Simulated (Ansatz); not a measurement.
Si15O32 (cell charge +2, with a compensating background) (cell with a defect)

Input file:

```
crystal:
  lattice:
    - [0.131791, 6.123, 6.120171]
    - [0.131791, -6.123, 6.120171]
    - [7.0042, 0.0, 0.0]
  atoms:
    - { symbol: Si, position: [0.1785894, 0.8917862, 0.6474461] }
    - { symbol: Si, position: [0.3553737, 0.0693843, 0.1065324] }
    - { symbol: Si, position: [0.334539, 0.6062275, 0.8508898] }
    - { symbol: Si, position: [0.1482694, 0.4259998, 0.4042635] }
    - { symbol: Si, position: [0.364052, 0.1805832, 0.522182] }
    - { symbol: Si, position: [0.572052, 0.3838436, 0.7390023] }
    - { symbol: Si, position: [0.9321938, 0.115222, 0.7652135] }
    - { symbol: O, position: [0.7530484, 0.2534004, 0.2527644] }
    - { symbol: O, position: [0.4960545, -0.0009123, 0.0067845] }
    - { symbol: O, position: [0.0181024, 0.730858, 0.1262449] }
    - { symbol: O, position: [0.4826109, 0.7658782, 0.3753105] }
    - { symbol: O, position: [0.5880881, 0.3460439, 0.9647332] }
    - { symbol: O, position: [0.4068356, 0.1665515, 0.2893535] }
    - { symbol: O, position: [0.9125292, 0.1540711, 0.5480554] }
    - { symbol: O, position: [0.0917961, 0.3344811, 0.2090079] }
    - { symbol: O, position: [0.3119458, 0.0148199, 0.593391] }
    - { symbol: O, position: [0.235732, 0.9357482, 0.1589135] }
    - { symbol: O, position: [0.1951392, 0.4863723, 0.901502] }
    - { symbol: O, position: [0.2540249, 0.5649955, 0.3398866] }
    - { symbol: O, position: [0.2718264, 0.2008008, 0.9573157] }
    - { symbol: O, position: [0.048148, 0.9780623, 0.7851476] }
    - { symbol: O, position: [0.2238214, 0.3013558, 0.5367661] }
    - { symbol: O, position: [0.4456781, 0.5252617, 0.7070331] }
    - { symbol: Si, position: [0.6737365, 0.3940092, 0.1470834] }
    - { symbol: Si, position: [0.8532448, 0.5746787, 0.6059295] }
    - { symbol: Si, position: [0.8252243, 0.1059896, 0.3517002] }
    - { symbol: Si, position: [0.6335718, 0.9268264, 0.8923662] }
    - { symbol: Si, position: [0.8692617, 0.6764394, 0.0133261] }
    - { symbol: Si, position: [0.071591, 0.8852081, 0.2367417] }
    - { symbol: Si, position: [0.6390079, 0.8162953, 0.4758202] }
    - { symbol: Si, position: [0.4315651, 0.6151105, 0.2641527] }
    - { symbol: O, position: [0.2497231, 0.7542313, 0.7494645] }
    - { symbol: O, position: [-0.0010665, 0.4911069, 0.5058534] }
    - { symbol: O, position: [0.5217773, 0.2326769, 0.623651] }
    - { symbol: O, position: [0.9811792, 0.2678396, 0.8739113] }
    - { symbol: O, position: [0.0831974, 0.8447565, 0.4534884] }
    - { symbol: O, position: [0.9031396, 0.6612424, 0.7958296] }
    - { symbol: O, position: [0.4155267, 0.65577, 0.0349994] }
    - { symbol: O, position: [0.5942704, 0.8391358, 0.7054733] }
    - { symbol: O, position: [0.8101871, 0.512931, 0.0936586] }
    - { symbol: O, position: [0.7414972, 0.4400445, 0.6687793] }
    - { symbol: O, position: [0.6881743, 0.9831329, 0.4168084] }
    - { symbol: O, position: [0.7568036, 0.0563129, 0.8394212] }
    - { symbol: O, position: [0.7765085, 0.7006779, 0.4616015] }
    - { symbol: O, position: [0.5564683, 0.4781287, 0.2874748] }
    - { symbol: O, position: [0.7221891, 0.8067111, 0.0342842] }
    - { symbol: O, position: [0.9520823, 0.0239386, 0.2147628] }
total_charge: 2
basis:
  ecutwfc: 420.0
kpoints:
  mp_grid: { grid: [1, 1, 2] }
hamiltonian:
  xc: pbesol
  pseudopotentials: { kind: paw, azcp: { folder: soft_1 } }
scf:
  occupations: { method: fermi_dirac, width: 0.05 }
  lower_state_search: "off"
relax:
  f_tol: 0.03
  max_steps: 60
  adjacent_minimum: "off"
output:
  write_density: true
  write_potential: true
  elf: true
  volumetric_format: npy
```

Command:

```sh
ansatz run input.yaml --threads 2 --pin off --max-ram 5120MiB --backend cpu --events-out ev --progress --plain --runs-dir out
```

The fields are those of the run's last geometry, not of the input's.

PAW files of the earlier set (soft_1).

These are results of DFT PBEsol, scalar-relativistic, plane waves, PAW (Ansatz 0.2.0), not measurements.

### What will maps of the valence pseudo-density and electron localisation function show?

Si–O (1.60 Å): ρ is about 1.3 e/Å³ halfway; the ELF peaks at about 0.85 between the atoms; a short, strongly polar bond.
Si–O (1.62 Å): the density is about 1.2 e/Å³ at the midpoint; the ELF peaks at about 0.85 between the atoms, as expected for a polar covalent bond.

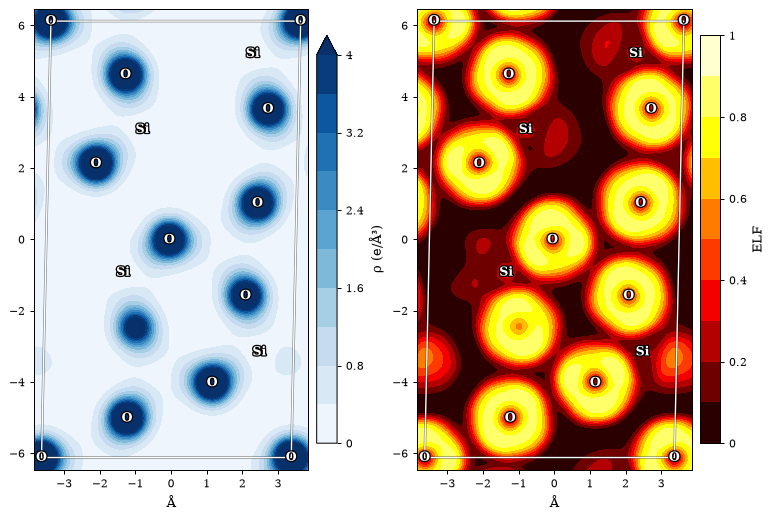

Computed valence pseudo-density and electron localisation function on the (11̄0) plane of the calculation cell, in this order. Atoms just off the plane (Si, 0.4 Å away and O, 0.3 Å away) can leave unmarked features too.

Core electrons are frozen (PAW), and the valence fields are smoothed inside the atomic spheres.
